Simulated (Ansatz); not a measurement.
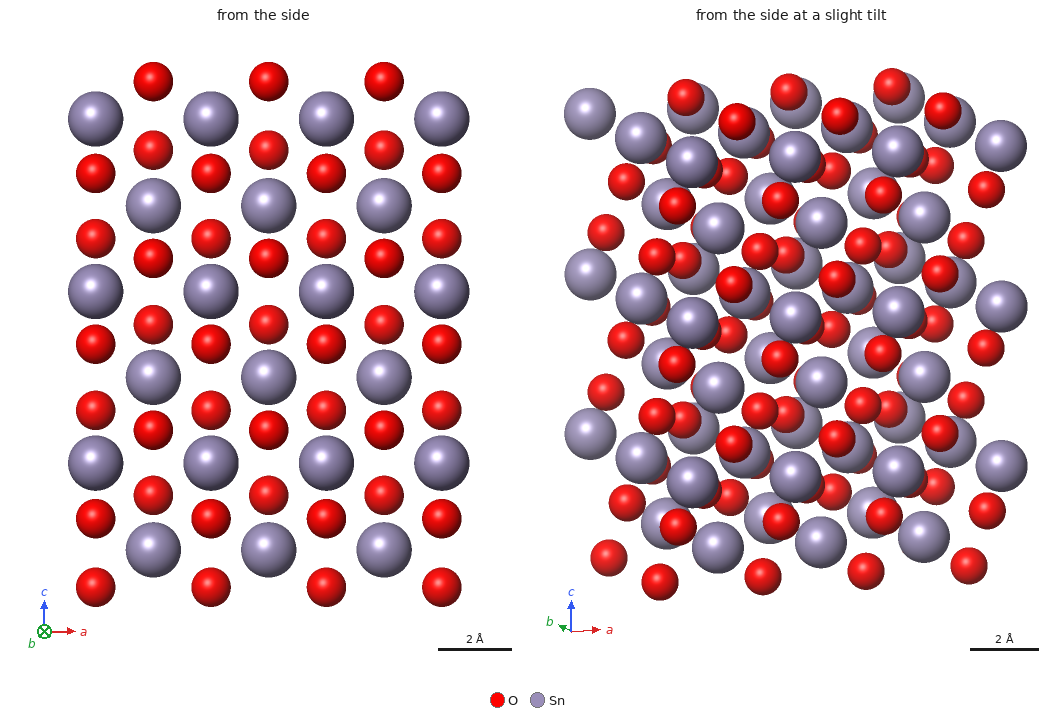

A spheres-only picture of a periodic slab, seen from the side and from the side at a slight tilt. The surface normal points up in side views; the vacuum is left out. 3×2 cells are drawn in the plane, with atoms at the edges repeated.

The cell holds 6 Sn, 12 O. The slab was cut from bulk SnO2 (P4_2/mnm).

Which species face the vacuum on either side?

Answer. The top face ends in O, the bottom face in O. The two faces are alike.

Read the thickness off the scale bar.

Answer. About 14 Å from the lowest to the highest atom.

Which (hkl) is this?

Answer. (0 1 0).

Calculation details: DFT r2SCAN, scalar-relativistic, plane waves, PAW in Ansatz 0.2.0; plane waves to 500 eV, an 8×6×1 k-point mesh, Gaussian smearing of 0.05 eV, no spin polarisation.

Place the band edges on the vacuum scale of the top face.

Answer. The valence edge lies 8.44 eV below it (ionisation potential) and the conduction edge 6.35 eV (electron affinity). These are Kohn-Sham band edges, only estimates of the true removal and addition energies, and on cut faces they can belong to dangling-bond states in place of the bulk bands.

Origin of the cell: a structure listed in the Materials Project, from which a slab was cut. The atoms were relaxed in a fixed cell with DFT r2SCAN, scalar-relativistic, plane waves, PAW (Ansatz 0.2.0).
